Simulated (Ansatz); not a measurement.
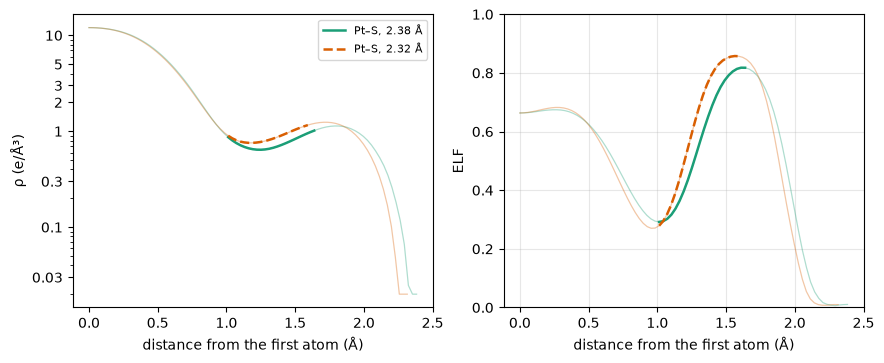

The picture shows: PtS2. Valence charge density (pseudo) and electron localisation function along straight lines between neighbouring atoms. Thin, pale parts lie inside the atomic spheres.

Space group I4₁/amd; started from the anatase prototype, which need not be the ambient phase.

Method: DFT, LDA, plane waves, PAW in Ansatz 0.2.0.

In a PAW calculation such maps are meaningful between the atoms, not at the nuclei.

### Compare the contacts.

Pt–S (2.38 Å): the density is about 0.65 e/Å³ at the midpoint; the ELF peaks at about 0.80 in the valence shell of S, 0.8 Å from its nucleus, and is about 0.40 at the midpoint.
Pt–S (2.32 Å): ρ is about 0.76 e/Å³ halfway; the ELF peaks at about 0.85 in the valence shell of S, 0.8 Å from its nucleus, and is about 0.45 at the midpoint.
